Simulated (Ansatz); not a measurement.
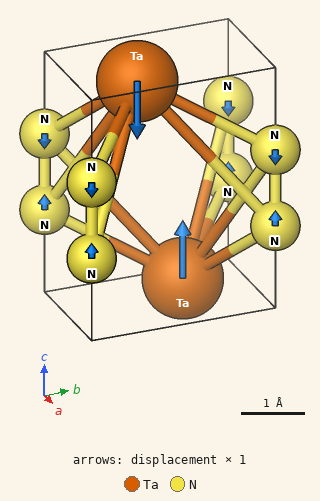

A relaxation of crystalline TaN (a generated structure, set up in P-3m1) (coarse preliminary run). The starting structure is drawn; blue arrows show the displacements (the part carried along by the change of the cell is left out), at their true length.

Style: ball-and-stick. Shown: the cell of the calculation, slightly off an axis.

Computed with DFT PBE, scalar-relativistic, plane waves, PAW in Ansatz 0.2.0.

Input
```yaml
crystal:
  lattice:
    - [3.8959504, 0.0, 0.0]
    - [-1.9479752, 3.37399202, 0.0]
    - [0.0, 0.0, 3.92074267]
  atoms:
    - { symbol: Ta, position: [0.33333333, 0.66666667, 0.03401709] }
    - { symbol: Ta, position: [0.66666667, 0.33333333, 0.96598291] }
    - { symbol: "N", position: [0.0, 0.0, 0.65790537] }
    - { symbol: "N", position: [0.0, 0.0, 0.34209463] }
basis:
  ecutwfc: 420
kpoints:
  mp_grid: { grid: [6, 6, 4] }
hamiltonian:
  xc: pbe
scf:
  occupations: { method: gaussian, width: 0.1 }
  lower_state_search: "off"
output:
  forces: true
  stress: true
  eigenvalues: true
relax:
  adjacent_minimum: "off"
  f_tol: 0.04
  max_steps: 70
  cell: { stress_tol: 0.4 }
```

Run as
```bash
ansatz run input.yaml --threads 1 --pin off --max-ram 2560MiB --backend cpu --events-out ev --progress --plain --runs-dir out
```

What did the optimiser do to the structure, and how much energy did it gain?

Answer. The largest moves relative to the cell, 0.96 Å, are those of Ta1 and Ta2. Ta1 goes along +c. Largest moves by element: Ta 0.96 Å, N 0.26 Å. The drawn cell changes as follows: a = b 3.896 → 3.088 Å (−20.7 %), c 3.921 → 6.153 Å (+56.9 %); the volume changes by −1.4 %. Among the contacts that change: Ta1–N3 2.690 → 3.957 Å, Ta1–Ta1 3.896 → 3.088 Å, Ta1–Ta2 2.265 → 2.939 Å, Ta1–N4 2.553 → 2.147 Å. Among the angles between lasting bonds that change: Ta1–Ta2–Ta1 118.6° → 63.4°, Ta1–Ta2–N3 67.6° → 101.0°, N3–Ta2–N3 99.5° → 92.0°. The space group stays P-3m1 (No. 164). Over 24 accepted moves (28 points after the start) the energy falls by 10.953 eV per cell of the calculation. Largest force component: 2.7 eV/Å at the start, 0.012 eV/Å at the end. Pressure: 34.40 GPa at the start and −0.06 GPa at the end. The line search rejected the trial steps at points 17, 18 of the run. The SCF was repeated twice at an unchanged geometry on a basis and grid sized afresh for the cell, which shifted the energy by 0.673 eV per cell of the calculation at most.

Limits of the set-up: the k-point mesh is coarse for a cell with partly filled bands.
